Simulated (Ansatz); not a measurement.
## B₄₈N₄₇ (charge +1): single-point calculation (part 2 of 2)

Continued. System: B₄₈N₄₇ (defect cell, 95 atoms in the cell, total charge +1). Method: DFT, HSE06, PAW, plane waves (Ansatz 0.2.0); cutoff 420 eV, 1×1×1 k-mesh, Fermi–Dirac smearing of 0.01 eV. 

### Output, continued
```
  k-point 0: bands = ["-11.5668", "-10.8708", "-10.7842", "-10.6058", "-10.0931", "-9.9483", "-9.8577", "-9.4935", "-9.3085", "-9.2001", ... 74 levels left out ..., "2.5452", "2.5995", "2.6123", "2.6382", "2.7046", "2.8136", "2.8795", "2.9383", "2.9942", "3.1187", "3.2094", "3.2995", "3.4659", "3.6683", "3.7678", "3.8739", "3.9639", "4.1420", "4.2034", "4.2851", "4.3621", "4.4578", "4.5411", "4.5920", "4.6358", "4.6736", "4.6998", "4.7444", "4.8007",
      "4.8742", "4.9079", "5.0000", "5.0443", "5.0667", "5.1400", "5.1856", "5.2010", "5.2809", "5.4125", "5.4385", "5.4837", "5.5908", "5.7361", "5.7991", "5.8479", "5.8997", "5.9195", "5.9556", "5.9770", "6.0105", "6.0472", "6.0687", "6.0986", "6.1346", "6.2156", "6.2377", "6.2698", "6.3122", "6.3541", "6.4524", "6.5431", "6.5840", "6.7240", "6.7857", "6.9075", "6.9338", "6.9782", "6.9969", "7.0304",
      "7.0863", "7.1403", "7.1532", "7.1821", "7.2174", "7.2329", "7.2589", "7.3333", "7.3593", "7.3813", "7.4322", "7.4430", "7.4747", "7.4941", "7.5700", "7.6496", "7.6851", "7.7467", "7.8024", "7.9312", "8.0622", "8.0793", "8.1278", "8.1868", "8.2554", "8.4784", "8.6316", "8.7052", "8.8843", "8.9788", "9.0250", "9.1283", "9.1743", "9.5856", "9.9122", "10.4759", "15.7104", "15.9768", "16.1039", "18.0418",
      "18.0934", "18.5715", "18.8232", "18.9169", "19.0414", "19.2319", "19.2748", "19.3277", "19.4033", "19.4301", "19.4761", "19.5381", "19.5879", "19.6688", "19.7270", "19.7728", "19.8379", "19.8818", "19.9465", "19.9877", "20.0082", "20.1017", "20.2044", "20.2416", "20.3228", "20.3867", "20.4602", "20.5713", "20.6344", "20.7146", "20.9169", "20.9969", "21.0519", "21.1171", "21.1357", "21.2112", "21.2726", "21.3611", "21.4426", "21.4796",
      "21.5372", "21.6258", "21.6911", "21.7645", "21.8771", "21.9567", "22.0485", "22.1049", "22.1939", "22.4059", "22.4508", "22.4650", "22.5146", "22.5530", "22.5879", "22.6260", "22.6969", "22.7557", "22.7880", "22.8193", "22.8525", "22.9056", "22.9067", "22.9414", "22.9795", "23.0337", "23.0460", "23.0884", "23.1664", "23.1963", "23.2771", "23.3164", "23.3504", "23.4026", "23.4287", "23.5050", "23.5347", "23.5962", "23.6348", "23.6660",
      "23.7599", "23.8182", "23.8964", "23.9580", "24.0100", "24.0685", "24.0912", "24.1277", "24.1537", "24.2099", "24.2737"]
--- Löwdin populations: 95 sites ---
  site symbol       q [e]
     0      B      2.6457
     1      B      2.6447
     2      B      2.6455
     3      B      2.6409
     4      B      2.6459
     5      B      2.6444
     6      B      2.6452
     7      B      2.6381
     8      B      2.6455
     9      B      2.6419
    10      B      2.6402
    11      B      2.6919
    12      B      2.6401
    13      B      2.6941
    14      B      2.6452
    15      B      2.6392
    16      B      2.6460
    17      B      2.6437
    18      B      2.6403
    19      B      2.6965
    20      B      2.6457
    21      B      2.6430
    22      B      2.6452
    23      B      2.6407
    24      B      2.6461
    25      B      2.6449
    26      B      2.6460
    27      B      2.6450
    28      B      2.6467
    29      B      2.6457
    30      B      2.6429
    31      B      2.6428
    32      B      2.6430
    33      B      2.6421
    34      B      2.6473
    35      B      2.6459
    36      B      2.6460
    37      B      2.6448
    38      B      2.6429
    39      B      2.6426
    40      B      2.6679
    41      B      2.6363
    42      B      2.6432
    43      B      2.6428
    44      B      2.6425
    45      B      2.6428
    46      B      2.6432
    47      B      2.6430
    48      N      5.3096
    49      N      5.3096
    50      N      5.3100
    51      N      5.3101
    52      N      5.3090
    53      N      5.3081
    54      N      5.3104
    55      N      5.3104
    56      N      5.3099
    57      N      5.3101
    58      N      5.3041
    59      N      5.3035
    60      N      5.3038
    61      N      5.3038
    62      N      5.3101
    63      N      5.3102
    64      N      5.3090
    65      N      5.3083
    66      N      5.3043
    67      N      5.3032
    68      N      5.3092
    69      N      5.3084
    70      N      5.3101
    71      N      5.3101
    72      N      5.3080
    73      N      5.3097
    74      N      5.3102
    75      N      5.3096
    76      N      5.3102
    77      N      5.3094
    78      N      5.3014
    79      N      5.3087
    80      N      5.2998
    81      N      5.3087
    82      N      5.3100
    83      N      5.3093
    84      N      5.3076
    85      N      5.3097
    86      N      5.3013
    87      N      5.3087
    88      N      5.3131
    89      N      5.3013
    90      N      5.3087
    91      N      5.2998
    92      N      5.3087
    93      N      5.3011
    94      N      5.3087
  spilling = 0.003902 (of n_electrons = 378.000000)
```

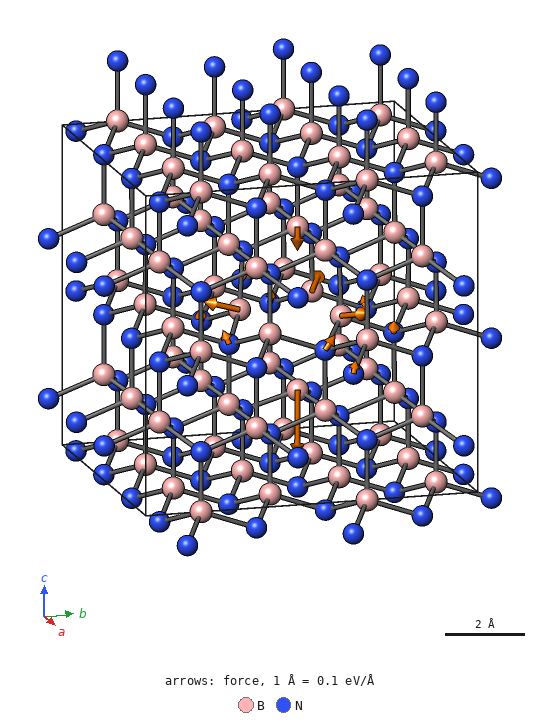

**Figure 1.** Forces on the atoms as orange arrows (ball-and-stick view of the cell of the calculation, seen slightly off an axis; bonded neighbours outside the cell are drawn too). The largest act on B41 (0.17 eV/Å); B12, B14, B20 (0.10 eV/Å); B42 (0.06 eV/Å). Atoms are counted from 1 in the order of the input and aren't labelled in the picture. 

This output came from the following input.

### The input
```yaml
crystal:
  lattice:
    - [7.622990, 0.000000, 0.000000]
    - [0.000000, 8.802271, 0.000000]
    - [0.000000, 0.000000, 8.406582]
  atoms:
    - { symbol: B, position: [0.000123, 0.166515, 0.000558] }
    - { symbol: B, position: [0.000143, 0.166631, 0.500908] }
    - { symbol: B, position: [0.333469, 0.166495, 0.000400] }
    - { symbol: B, position: [0.333532, 0.165650, 0.501089] }
    - { symbol: B, position: [0.166615, 0.416532, 0.000221] }
    - { symbol: B, position: [0.166555, 0.416481, 0.501223] }
    - { symbol: B, position: [0.000122, 0.666985, 0.000183] }
    - { symbol: B, position: [0.999707, 0.667787, 0.501309] }
    - { symbol: B, position: [0.666731, 0.166500, 0.000404] }
    - { symbol: B, position: [0.666474, 0.165834, 0.501121] }
    - { symbol: B, position: [0.500106, 0.416522, 0.998422] }
    - { symbol: B, position: [0.500115, 0.408066, 0.503500] }
    - { symbol: B, position: [0.333271, 0.666782, 0.998324] }
    - { symbol: B, position: [0.324972, 0.670942, 0.503307] }
    - { symbol: B, position: [0.166670, 0.916777, 0.000351] }
    - { symbol: B, position: [0.165957, 0.917004, 0.501061] }
    - { symbol: B, position: [0.833608, 0.416505, 0.000227] }
    - { symbol: B, position: [0.833813, 0.416332, 0.501073] }
    - { symbol: B, position: [0.666884, 0.666796, 0.998391] }
    - { symbol: B, position: [0.675042, 0.670769, 0.503351] }
    - { symbol: B, position: [0.500089, 0.916820, 0.000200] }
    - { symbol: B, position: [0.500068, 0.916724, 0.501140] }
    - { symbol: B, position: [0.833536, 0.916787, 0.000366] }
    - { symbol: B, position: [0.833989, 0.917284, 0.501187] }
    - { symbol: B, position: [0.166815, 0.083351, 0.250235] }
    - { symbol: B, position: [0.166548, 0.083415, 0.750794] }
    - { symbol: B, position: [0.000126, 0.332977, 0.250332] }
    - { symbol: B, position: [0.000041, 0.332815, 0.750786] }
    - { symbol: B, position: [0.500054, 0.083632, 0.250242] }
    - { symbol: B, position: [0.500013, 0.083719, 0.750850] }
    - { symbol: B, position: [0.332939, 0.333486, 0.249993] }
    - { symbol: B, position: [0.332390, 0.333100, 0.750396] }
    - { symbol: B, position: [0.166591, 0.582875, 0.249860] }
    - { symbol: B, position: [0.166147, 0.582555, 0.750331] }
    - { symbol: B, position: [0.000009, 0.833394, 0.250101] }
    - { symbol: B, position: [0.000000, 0.833462, 0.750873] }
    - { symbol: B, position: [0.833280, 0.083455, 0.250247] }
    - { symbol: B, position: [0.833491, 0.083460, 0.750822] }
    - { symbol: B, position: [0.667162, 0.333499, 0.249974] }
    - { symbol: B, position: [0.667686, 0.333096, 0.750412] }
    - { symbol: B, position: [0.500031, 0.583376, 0.238923] }
    - { symbol: B, position: [0.499991, 0.583298, 0.748724] }
    - { symbol: B, position: [0.333763, 0.833652, 0.249959] }
    - { symbol: B, position: [0.333644, 0.834216, 0.750380] }
    - { symbol: B, position: [0.833607, 0.582695, 0.249809] }
    - { symbol: B, position: [0.833863, 0.582475, 0.750407] }
    - { symbol: B, position: [0.666358, 0.833668, 0.249960] }
    - { symbol: B, position: [0.666373, 0.834226, 0.750393] }
    - { symbol: N, position: [0.000133, 0.166508, 0.187824] }
    - { symbol: N, position: [0.000078, 0.166558, 0.687761] }
    - { symbol: N, position: [0.333614, 0.167111, 0.187787] }
    - { symbol: N, position: [0.333378, 0.166808, 0.687599] }
    - { symbol: N, position: [0.166815, 0.416724, 0.187734] }
    - { symbol: N, position: [0.166607, 0.416552, 0.687652] }
    - { symbol: N, position: [0.000154, 0.666502, 0.187727] }
    - { symbol: N, position: [0.000004, 0.666520, 0.687402] }
    - { symbol: N, position: [0.666586, 0.167109, 0.187777] }
    - { symbol: N, position: [0.666742, 0.166833, 0.687628] }
    - { symbol: N, position: [0.500128, 0.417743, 0.188989] }
    - { symbol: N, position: [0.500082, 0.417027, 0.685509] }
    - { symbol: N, position: [0.334341, 0.666177, 0.188932] }
    - { symbol: N, position: [0.333721, 0.666498, 0.685420] }
    - { symbol: N, position: [0.167078, 0.916353, 0.187753] }
    - { symbol: N, position: [0.166787, 0.916599, 0.687560] }
    - { symbol: N, position: [0.833453, 0.416634, 0.187679] }
    - { symbol: N, position: [0.833579, 0.416528, 0.687667] }
    - { symbol: N, position: [0.665877, 0.666193, 0.188953] }
    - { symbol: N, position: [0.666418, 0.666439, 0.685435] }
    - { symbol: N, position: [0.500100, 0.916718, 0.187705] }
    - { symbol: N, position: [0.500063, 0.916910, 0.687657] }
    - { symbol: N, position: [0.833116, 0.916393, 0.187788] }
    - { symbol: N, position: [0.833289, 0.916633, 0.687598] }
    - { symbol: N, position: [0.167172, 0.083197, 0.437692] }
    - { symbol: N, position: [0.166795, 0.083301, 0.937736] }
    - { symbol: N, position: [0.000245, 0.333545, 0.437747] }
    - { symbol: N, position: [0.000052, 0.333324, 0.937673] }
    - { symbol: N, position: [0.500035, 0.083128, 0.437821] }
    - { symbol: N, position: [0.500026, 0.083309, 0.937671] }
    - { symbol: N, position: [0.334304, 0.335419, 0.437343] }
    - { symbol: N, position: [0.333542, 0.333513, 0.937412] }
    - { symbol: N, position: [0.168893, 0.583258, 0.437343] }
    - { symbol: N, position: [0.166875, 0.583382, 0.937320] }
    - { symbol: N, position: [0.999977, 0.833300, 0.437790] }
    - { symbol: N, position: [0.000024, 0.833338, 0.937660] }
    - { symbol: N, position: [0.832948, 0.083604, 0.437682] }
    - { symbol: N, position: [0.833274, 0.083315, 0.937746] }
    - { symbol: N, position: [0.665828, 0.335482, 0.437298] }
    - { symbol: N, position: [0.666542, 0.333510, 0.937423] }
    - { symbol: N, position: [0.500038, 0.583337, 0.935762] }
    - { symbol: N, position: [0.335051, 0.831500, 0.437341] }
    - { symbol: N, position: [0.333456, 0.833103, 0.937381] }
    - { symbol: N, position: [0.831433, 0.582594, 0.437182] }
    - { symbol: N, position: [0.833207, 0.583379, 0.937396] }
    - { symbol: N, position: [0.665124, 0.831582, 0.437338] }
    - { symbol: N, position: [0.666596, 0.833093, 0.937396] }
  symmetry: { detect: false }
kpoints:
  mp_grid: { grid: [1, 1, 1], shift: [0.25, 0.25, 0.25] }
hamiltonian:
  xc: hse06
total_charge: 1
scf:
  occupations: { method: fermi_dirac, width: 0.01 }
output:
  forces: true
  eigenvalues: true
  populations: true
  charged_corrections: { epsilon: 7 }
  eigenstates: { kpoints: [[0.25, 0.25, 0.25]], e_range: [-6.0, 6.0], localisation: true }
```

Command:
```bash
ansatz run in.yaml --threads 8 --pin off --max-ram 17100MiB --runs-dir r --events-out ev --progress --plain
```

### Key numbers

| quantity | value |
| --- | --- |
| outcome | converged |
| electrons treated | 378 |
| free energy | −25659.1272 eV |
| Fermi energy | 13.093 eV |
| largest force (length of the vector) | 0.174 eV/Å |
| hardware | 8 threads of Arm Neoverse-V1, 18 GiB of memory available, shared host |
| wall time | 2.7 min (CPU time 20 min) |
| peak memory | 3.3 GiB |

The k-point mesh is coarse for a cell of this size, so the results may not be converged.
